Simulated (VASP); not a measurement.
Geometry relaxation of Bi (part 4 of 5)

Continued. System: Bi (3 atoms in the cell). Method: Kohn-Sham DFT of a periodic cell, PBE, VASP PAW PBE potentials, recommended, no spin polarisation (VASP 6.6.1); cutoff 600 eV, 6×6×4 k-mesh, Gaussian smearing of 0.1 eV. The structure was made by swapping elements on the sites of another compound; it need not be a known phase. It belongs to a series of runs on one base structure; here: trigonal selenium type (P3_121, No. 152).

Geometry of the input (Å; fractional positions):
```
4.7462  0.0000  0.0000
-2.3731  4.1103  0.0000
0.0000  0.0000  5.3847
Bi 0.2254  0.0000  0.3333
Bi -0.0000  0.2254  0.6667
Bi 0.7746  0.7746  0.0000
```

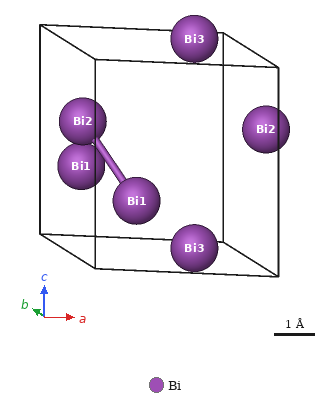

**Figure 1.** The structure as given in the input (ball-and-stick view of the cell of the calculation, seen slightly off an axis; atoms are numbered from 1 in the order of the input). An atom can appear more than once, as a periodic image.

Parts of OUTCAR, continued:
```
 k-point     5 :       0.1667    0.1667    0.0000
  band No.  band energies     occupation
      1     -18.2931      2.00000
      2     -18.2827      2.00000
      3     -18.1794      2.00000
      4     -18.1582      2.00000
      5     -18.1571      2.00000
      6     -18.1488      2.00000
      7     -18.0850      2.00000
      8     -18.0817      2.00000
      9     -18.0798      2.00000
     10     -18.0370      2.00000
     11     -18.0278      2.00000
     12     -18.0007      2.00000
     13     -17.9994      2.00000
     14     -17.9805      2.00000
     15     -17.8865      2.00000
     16      -7.4398      2.00000
     17      -5.1333      2.00000
     18      -4.9056      2.00000
     19       1.7451      2.00000
     20       1.9338      2.00000
     21       3.0742      2.00000
     22       4.0796      2.00000
     23       4.6744      0.11688
     24       4.8505      0.00005
     25       7.3156      0.00000
     26       7.5102      0.00000
     27       7.8938      0.00000

 [... the levels of 18 k-points are left out ...]

 k-point    24 :       0.3333    0.3333    0.5000
  band No.  band energies     occupation
      1     -18.3209      2.00000
      2     -18.2049      2.00000
      3     -18.2049      2.00000
      4     -18.1489      2.00000
      5     -18.1468      2.00000
      6     -18.1468      2.00000
      7     -18.1053      2.00000
      8     -18.0875      2.00000
      9     -18.0875      2.00000
     10     -18.0259      2.00000
     11     -18.0151      2.00000
     12     -18.0151      2.00000
     13     -18.0000      2.00000
     14     -17.9436      2.00000
     15     -17.9436      2.00000
     16      -6.3489      2.00000
     17      -6.3489      2.00000
     18      -4.7579      2.00000
     19       1.2029      2.00000
     20       1.2099      2.00000
     21       1.2099      2.00000
     22       5.5957      0.00000
     23       6.0618      0.00000
     24       6.0618      0.00000
     25       6.3545      0.00000
     26       7.6978      0.00000
     27       7.6978      0.00000

 E-fermi :  12.0889     XC(G=0): -11.5776     alpha+bet :-16.6182

 val. band max:       12.0499567189   @ k =   0.5000   0.0000   0.2500
 cond. band min:      12.1219428374   @ k =   0.3333   0.0000   0.2500
 fundamental gap:      0.0719861185
 Fermi energy:        12.0888778772

 k-point     1 :       0.0000    0.0000    0.0000
  band No.  band energies     occupation
      1     -12.0866      2.00000
      2     -12.0866      2.00000
      3     -11.5951      2.00000
      4     -11.5951      2.00000
      5     -11.5323      2.00000
      6     -11.4814      2.00000
      7     -11.4731      2.00000
      8     -11.4731      2.00000
      9     -11.1867      2.00000
     10     -11.1293      2.00000
     11     -11.1293      2.00000
     12     -11.1033      2.00000
     13     -11.0529      2.00000
     14     -11.0529      2.00000
     15     -11.0023      2.00000
     16      -4.3958      2.00000
     17       1.1546      2.00000
     18       1.1546      2.00000
     19      10.7615      2.00000
     20      11.3253      2.00000
     21      11.3253      2.00000
     22      11.9722      1.90116
     23      12.3406      0.00037
     24      12.3406      0.00037
     25      16.0106      0.00000
     26      16.0106      0.00000
     27      16.3150      0.00000

 k-point     2 :       0.1667    0.0000    0.0000
  band No.  band energies     occupation
      1     -12.0479      2.00000
      2     -11.9961      2.00000
      3     -11.6446      2.00000
      4     -11.5830      2.00000
      5     -11.5422      2.00000
      6     -11.4544      2.00000
      7     -11.4195      2.00000
      8     -11.4033      2.00000
      9     -11.3505      2.00000
     10     -11.2949      2.00000
     11     -11.1245      2.00000
     12     -11.1096      2.00000
     13     -11.0934      2.00000
     14     -11.0106      2.00000
     15     -10.9022      2.00000
     16      -4.0132      2.00000
     17       1.3121      2.00000
     18       1.4478      2.00000
     19       7.7488      2.00000
     20       9.4857      2.00000
     21       9.5952      2.00000
     22      13.2134      0.00000
     23      13.5334      0.00000
     24      14.2101      0.00000
     25      15.5791      0.00000
     26      15.6798      0.00000
     27      16.4375      0.00000

 k-point     3 :       0.3333    0.0000    0.0000
  band No.  band energies     occupation
      1     -11.9419      2.00000
      2     -11.7831      2.00000
      3     -11.7147      2.00000
      4     -11.6051      2.00000
      5     -11.5411      2.00000
      6     -11.5070      2.00000
      7     -11.4408      2.00000
      8     -11.3512      2.00000
      9     -11.3199      2.00000
     10     -11.3016      2.00000
     11     -11.2203      2.00000
     12     -11.1974      2.00000
     13     -11.1415      2.00000
     14     -11.0996      2.00000
     15     -10.8021      2.00000
     16      -2.8786      2.00000
     17       0.8309      2.00000
     18       2.2229      2.00000
     19       6.0974      2.00000
     20       7.5852      2.00000
     21       8.2024      2.00000
     22      10.1714      2.00000
     23      13.8641      0.00000
     24      14.2829      0.00000
     25      14.4233      0.00000
     26      15.0020      0.00000
     27      15.1492      0.00000

 k-point     4 :       0.5000    0.0000    0.0000
  band No.  band energies     occupation
      1     -11.8398      2.00000
      2     -11.7612      2.00000
      3     -11.7122      2.00000
      4     -11.7032      2.00000
      5     -11.4780      2.00000
      6     -11.4130      2.00000
      7     -11.3749      2.00000
      8     -11.3530      2.00000
      9     -11.3303      2.00000
     10     -11.2880      2.00000
     11     -11.2681      2.00000
     12     -11.2599      2.00000
     13     -11.2244      2.00000
     14     -11.1937      2.00000
     15     -10.7620      2.00000
     16      -1.3252      2.00000
     17      -0.7980      2.00000
     18       2.7991      2.00000
     19       6.4924      2.00000
     20       7.3814      2.00000
     21       7.4591      2.00000
     22       7.8404      2.00000
     23      13.5405      0.00000
     24      14.1048      0.00000
     25      14.1450      0.00000
     26      14.7614      0.00000
     27      14.8483      0.00000

 k-point     5 :       0.1667    0.1667    0.0000
  band No.  band energies     occupation
      1     -11.9849      2.00000
      2     -11.8331      2.00000
      3     -11.6479      2.00000
      4     -11.6299      2.00000
      5     -11.5483      2.00000
      6     -11.5211      2.00000
      7     -11.4065      2.00000
      8     -11.3834      2.00000
      9     -11.3324      2.00000
     10     -11.3298      2.00000
     11     -11.2039      2.00000
     12     -11.1408      2.00000
     13     -11.1382      2.00000
     14     -10.9731      2.00000
     15     -10.8968      2.00000
     16      -3.2528      2.00000
     17       1.4375      2.00000
     18       1.6774      2.00000
     19       6.5713      2.00000
     20       6.7783      2.00000
     21      10.6843      2.00000
     22      11.0139      2.00000
     23      12.0249      1.63453
     24      12.2547      0.01905
     25      17.3418      0.00000
     26      17.9818      0.00000
     27      18.1455      0.00000

 [... the levels of 18 k-points are left out ...]

 k-point    24 :       0.3333    0.3333    0.5000
  band No.  band energies     occupation
      1     -11.8206      2.00000
      2     -11.8206      2.00000
      3     -11.6577      2.00000
      4     -11.4752      2.00000
      5     -11.4752      2.00000
      6     -11.4482      2.00000
      7     -11.4330      2.00000
      8     -11.4330      2.00000
      9     -11.4251      2.00000
     10     -11.2528      2.00000
     11     -11.2047      2.00000
     12     -11.2047      2.00000
     13     -11.1134      2.00000
     14     -11.1134      2.00000
     15     -11.1133      2.00000
     16      -0.0436      2.00000
     17       0.4876      2.00000
     18       0.4876      2.00000
     19       5.2805      2.00000
     20       5.4716      2.00000
     21       5.4716      2.00000
     22      14.7534      0.00000
     23      14.7534      0.00000
     24      15.0805      0.00000
     25      15.0807      0.00000
     26      15.2015      0.00000
     27      15.6582      0.00000

 E-fermi :   7.4533     XC(G=0): -10.0621     alpha+bet :-12.3233

 val. band max:        7.4110603749   @ k =   0.3333   0.3333   0.2500
 cond. band min:       7.4809172292   @ k =   0.3333   0.3333   0.2500
 fundamental gap:      0.0698568544
 Fermi energy:         7.4532693451

 k-point     1 :       0.0000    0.0000    0.0000
  band No.  band energies     occupation
      1     -15.5271      2.00000
      2     -15.5271      2.00000
      3     -15.2964      2.00000
      4     -15.2964      2.00000
      5     -15.2849      2.00000
      6     -15.2750      2.00000
      7     -15.2750      2.00000
      8     -15.2733      2.00000
      9     -15.1290      2.00000
     10     -15.1169      2.00000
     11     -15.1169      2.00000
     12     -15.1102      2.00000
     13     -15.1032      2.00000
     14     -15.1032      2.00000
     15     -15.0869      2.00000
     16      -6.0994      2.00000
     17      -2.1460      2.00000
     18      -2.1460      2.00000
     19       6.7175      2.00000
     20       6.8638      2.00000
     21       6.8638      2.00000
     22       6.9700      2.00000
     23       6.9700      2.00000
     24       7.1102      2.00000
     25      10.8464      0.00000
     26      10.8464      0.00000
     27      11.1477      0.00000

 k-point     2 :       0.1667    0.0000    0.0000
  band No.  band energies     occupation
      1     -15.5095      2.00000
      2     -15.4828      2.00000
      3     -15.3242      2.00000
      4     -15.2975      2.00000
      5     -15.2883      2.00000
      6     -15.2584      2.00000
      7     -15.2485      2.00000
      8     -15.2394      2.00000
      9     -15.2127      2.00000
     10     -15.1908      2.00000
     11     -15.1285      2.00000
     12     -15.1278      2.00000
     13     -15.1188      2.00000
     14     -15.0619      2.00000
     15     -15.0291      2.00000
     16      -5.8356      2.00000
     17      -2.1858      2.00000
     18      -2.0757      2.00000
     19       4.4248      2.00000
     20       5.4133      2.00000
     21       5.6207      2.00000
     22       8.2394      0.00000
     23       8.4274      0.00000
     24       8.9820      0.00000
     25      10.2007      0.00000
     26      10.4885      0.00000
     27      10.5927      0.00000

 k-point     3 :       0.3333    0.0000    0.0000
  band No.  band energies     occupation
      1     -15.4599      2.00000
      2     -15.3707      2.00000
      3     -15.3519      2.00000
      4     -15.3130      2.00000
      5     -15.2884      2.00000
      6     -15.2734      2.00000
      7     -15.2626      2.00000
      8     -15.2212      2.00000
      9     -15.2166      2.00000
     10     -15.1992      2.00000
     11     -15.1691      2.00000
     12     -15.1668      2.00000
     13     -15.1361      2.00000
     14     -15.0997      2.00000
     15     -14.9823      2.00000
     16      -5.0684      2.00000
     17      -2.7302      2.00000
     18      -1.8790      2.00000
     19       3.5222      2.00000
     20       4.3125      2.00000
     21       4.7427      2.00000
     22       6.3990      2.00000
     23       9.0413      0.00000
     24       9.1772      0.00000
     25       9.8569      0.00000
     26       9.8904      0.00000
     27      10.6694      0.00000

 k-point     4 :       0.5000    0.0000    0.0000
  band No.  band energies     occupation
      1     -15.3980      2.00000
      2     -15.3725      2.00000
      3     -15.3643      2.00000
      4     -15.3507      2.00000
      5     -15.2379      2.00000
      6     -15.2357      2.00000
      7     -15.2269      2.00000
      8     -15.2146      2.00000
      9     -15.2119      2.00000
     10     -15.2050      2.00000
     11     -15.1998      2.00000
     12     -15.1977      2.00000
     13     -15.1676      2.00000
     14     -15.1595      2.00000
     15     -14.9652      2.00000
     16      -4.0049      2.00000
     17      -3.8065      2.00000
     18      -1.7600      2.00000
     19       3.8768      2.00000
     20       4.3515      2.00000
     21       4.4376      2.00000
     22       4.4614      2.00000
     23       9.3092      0.00000
     24       9.3174      0.00000
     25       9.5222      0.00000
     26       9.5564      0.00000
     27      10.1835      0.00000

 k-point     5 :       0.1667    0.1667    0.0000
  band No.  band energies     occupation
      1     -15.4796      2.00000
      2     -15.4005      2.00000
      3     -15.3239      2.00000
      4     -15.3225      2.00000
      5     -15.2899      2.00000
      6     -15.2740      2.00000
      7     -15.2469      2.00000
      8     -15.2363      2.00000
      9     -15.2151      2.00000
     10     -15.2147      2.00000
     11     -15.1662      2.00000
     12     -15.1378      2.00000
     13     -15.1373      2.00000
     14     -15.0428      2.00000
     15     -15.0252      2.00000
     16      -5.3188      2.00000
     17      -2.2634      2.00000
     18      -2.1931      2.00000
     19       3.8000      2.00000
     20       3.8486      2.00000
     21       6.4093      2.00000
     22       6.5603      2.00000
     23       7.7151      0.00021
     24       8.0433      0.00000
     25      11.5141      0.00000
     26      11.5493      0.00000
     27      11.7650      0.00000

 [... the levels of 18 k-points are left out ...]

 k-point    24 :       0.3333    0.3333    0.5000
  band No.  band energies     occupation
      1     -15.4057      2.00000
      2     -15.3703      2.00000
      3     -15.3703      2.00000
      4     -15.2594      2.00000
      5     -15.2566      2.00000
      6     -15.2566      2.00000
      7     -15.2525      2.00000
      8     -15.2497      2.00000
      9     -15.2497      2.00000
     10     -15.1612      2.00000
     11     -15.1612      2.00000
     12     -15.1571      2.00000
     13     -15.1202      2.00000
     14     -15.1202      2.00000
     15     -15.1190      2.00000
     16      -3.2236      2.00000
     17      -3.2236      2.00000
     18      -3.0175      2.00000
     19       2.9008      2.00000
     20       2.9008      2.00000
     21       2.9447      2.00000
     22       9.9085      0.00000
     23       9.9274      0.00000
     24       9.9572      0.00000
     25       9.9572      0.00000
     26      10.2176      0.00000
     27      10.2176      0.00000

[... ionic steps 4 to 21 ...]

--------------------------------------- Ionic step       22  -------------------------------------------

 number of electron      44.9999994 magnetization

------------------------ aborting loop because EDIFF is reached ----------------------------------------

  FORCE on cell =-STRESS in cart. coord.  units (eV):
  Direction    XX          YY          ZZ          XY          YZ          ZX
  --------------------------------------------------------------------------------------
  -------------------------------------------------------------------------------------
  Total        0.0854660      0.0854660     -0.1682526     -0.0000000     -0.0000000      0.0000000
  in kB        1.2978588      1.2978588     -2.5550303     -0.0000000     -0.0000000      0.0000000
  external PRESSURE =       0.0135624 kB  Pullay stress =       0.0000000 kB

 VOLUME and BASIS-vectors are now :
 -----------------------------------------------------------------------------
  energy-cutoff  :      600.00
  volume of cell :      105.51
      direct lattice vectors                 reciprocal lattice vectors
     4.569055031  0.000000000  0.000000000     0.218863637  0.126360980  0.000000000
    -2.284527516  3.956917728 -0.000000000    -0.000000000  0.252721959  0.000000000
    -0.000000000 -0.000000000  5.835700165    -0.000000000  0.000000000  0.171359044

 POSITION                                       TOTAL-FORCE (eV/Angst)
 -----------------------------------------------------------------------------------
      1.50734      0.00000      1.94523         0.058381      0.000000      0.000000
      3.81538      1.30540      3.89047        -0.029191      0.050560     -0.000000
      1.53086      2.65152     -0.00000        -0.029191     -0.050560      0.000000
 -----------------------------------------------------------------------------------
    total drift:                                0.000000     -0.000000      0.000000

  FREE ENERGIE OF THE ION-ELECTRON SYSTEM (eV)
  ---------------------------------------------------
  free  energy   TOTEN  =       -11.4894634652 eV

  energy  without entropy=      -11.4806667436  energy(sigma->0) =      -11.48506510

--------------------------------------- Ionic step       23  -------------------------------------------

 number of electron      45.0000004 magnetization

------------------------ aborting loop because EDIFF is reached ----------------------------------------

  FORCE on cell =-STRESS in cart. coord.  units (eV):
  Direction    XX          YY          ZZ          XY          YZ          ZX
  --------------------------------------------------------------------------------------
  -------------------------------------------------------------------------------------
  Total        0.0251185      0.0251185      0.0923217     -0.0000000     -0.0000000      0.0000000
  in kB        0.3821599      0.3821599      1.4046083     -0.0000000     -0.0000000      0.0000000
  external PRESSURE =       0.7229761 kB  Pullay stress =       0.0000000 kB

 VOLUME and BASIS-vectors are now :
 -----------------------------------------------------------------------------
  energy-cutoff  :      600.00
  volume of cell :      105.31
      direct lattice vectors                 reciprocal lattice vectors
     4.614528885  0.000000000  0.000000000     0.216706846  0.125115756 -0.000000000
    -2.307264443  3.996299241 -0.000000000    -0.000000000  0.250231512  0.000000000
     0.000000000 -0.000000000  5.710495348    -0.000000000  0.000000000  0.175116157

 POSITION                                       TOTAL-FORCE (eV/Angst)
```
